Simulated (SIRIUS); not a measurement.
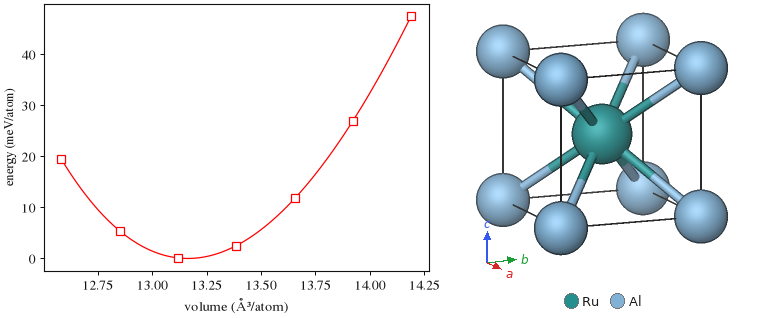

The figure shows the energy against volume for AlRu, space group Pm-3m (No. 221). The conventional cell is drawn beside the plot.

Cell as given: a = 2.992 Å, b = 2.992 Å, c = 2.992 Å, α = 90.00°, β = 90.00°, γ = 90.00°; 2 atoms.

Computed with SIRIUS 7.12.0: all-electron LAPW DFT, no spin polarisation; energies at scaled volumes of the given cell, shape and fractions fixed, counted from the fit's minimum, third-order Birch-Murnaghan fit. Level: PBEsol.

```tsv
setting	value
k mesh	9×9×9
occupations	Fermi–Dirac
smearing width	0.05 eV
potentials	all electron FP LAPW
program settings	basis apw+lo standard, gk cutoff 3.55 1/bohr, pw cutoff 20 1/bohr
```

**Give the fitted equation-of-state parameters.**

A third-order Birch–Murnaghan fit gives V0 = 13.16 Å³/atom, B0 = 222 GPa and B′ = 5.1.
